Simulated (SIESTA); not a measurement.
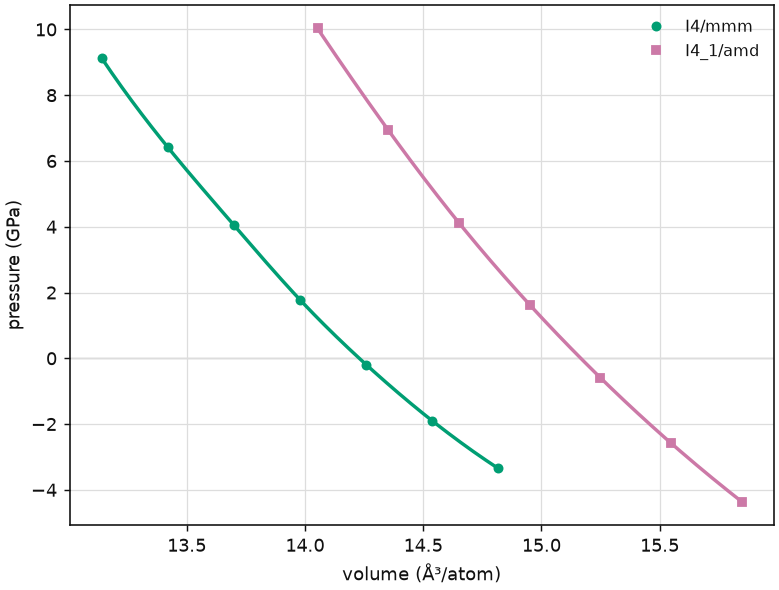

Pressure against volume, with one curve for each structure, for Si.

Settings that differ: I4/mmm: k mesh 13×13×13; I4_1/amd: k mesh 11×11×11.

The fitted equilibrium volumes, smallest first, are I4/mmm 14.234, I4_1/amd 15.164 Å³/atom. The fitted bulk moduli, smallest first, are I4/mmm 94.7, I4_1/amd 110.2 GPa. For I4/mmm, the pressure falls from 9.13 GPa at volume 13.14 Å³/atom to −3.35 GPa at 14.82 Å³/atom, and changes sign near 14.23 Å³/atom. For I4_1/amd, the pressure falls from 10.03 GPa at volume 14.053 Å³/atom to −4.36 GPa at 15.847 Å³/atom, and changes sign near 15.17 Å³/atom.

Calculation (SIESTA 5.4.2): DFT in numerical atomic orbitals with pseudopotentials, no spin polarisation; energies at scaled volumes of the given cell, shape and fractions fixed, counted from the fit's minimum, third-order Birch-Murnaghan fit. Level: PBEsol.

| setting | value |
| --- | --- |
| occupations | Fermi–Dirac |
| smearing width | 0.05 eV |
| potentials | PseudoDojo 0.4 standard, converted to PSML, two zetas on semicore shells |

Caveats: mulliken charges of long orbitals; shape and atomic fractions are frozen while scaling, which makes layered, chain and framework solids too stiff.
